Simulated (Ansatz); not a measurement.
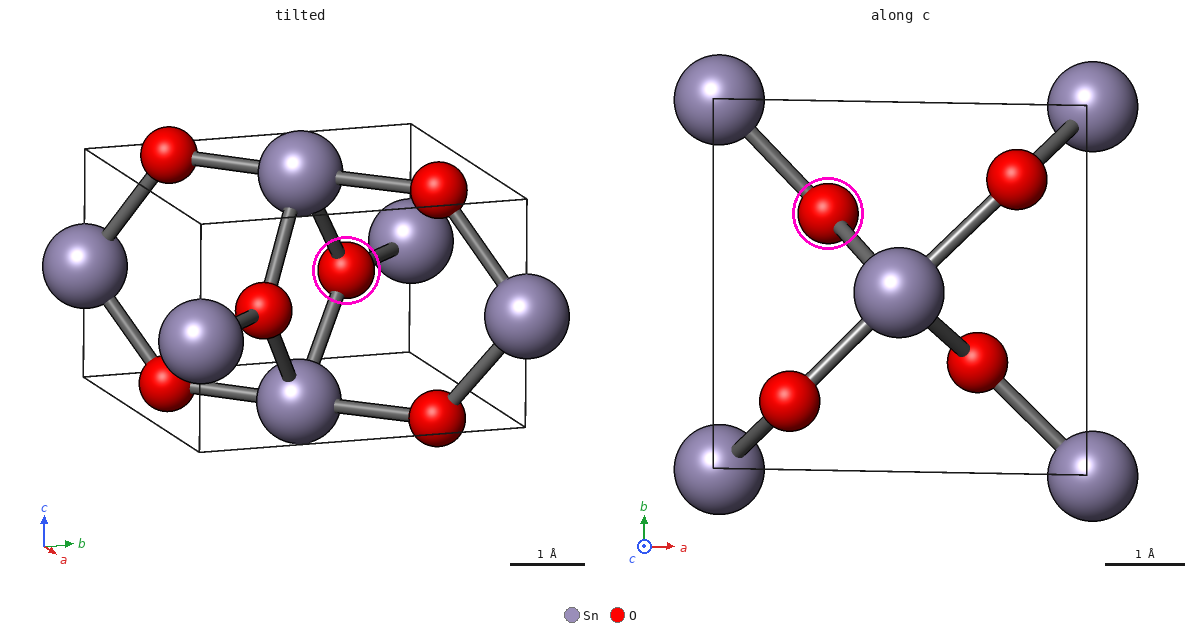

The crystal in a ball-and-stick representation, seen slightly off an axis and along the c axis. Thin lines show the unit cell, with boundary atoms drawn in all their periodic places.

Edges and angles: a = 4.75 Å, b = 4.70 Å, c = 3.19 Å, α = 90.43°, β = 88.80°, γ = 91.06°.

A stick is drawn for O–Sn up to 2.56 Å (cut-off distances).

Q: Determine the stoichiometry.

A: SnO$_{2}$. The cell holds 2 Sn, 4 O, counting shared atoms by their share.

Q: What sits at the ringed site, and what is around it?

A: It is an oxygen atom, bonded to three Sn at about 2.0 to 2.1 Å.

Q: In how many dimensions do the bonds extend?

A: The bonds build a three-dimensional framework.

Q: Which symmetric structure lies closest to this one?

A: It is a distorted form of a primitive tetragonal structure, space group P4_2/mnm (No. 136) within 0.25 Å: rutile.

The cell started as a structure type known for this compound. The cell was then strained or its atoms displaced on purpose. It went into a calculation with Ansatz.

At this level of theory the run's own cell isn't at rest (compressed, at 5 GPa and forces up to 2.0 eV/Å), so its distances can differ from those at equilibrium, the more so the softer the solid.
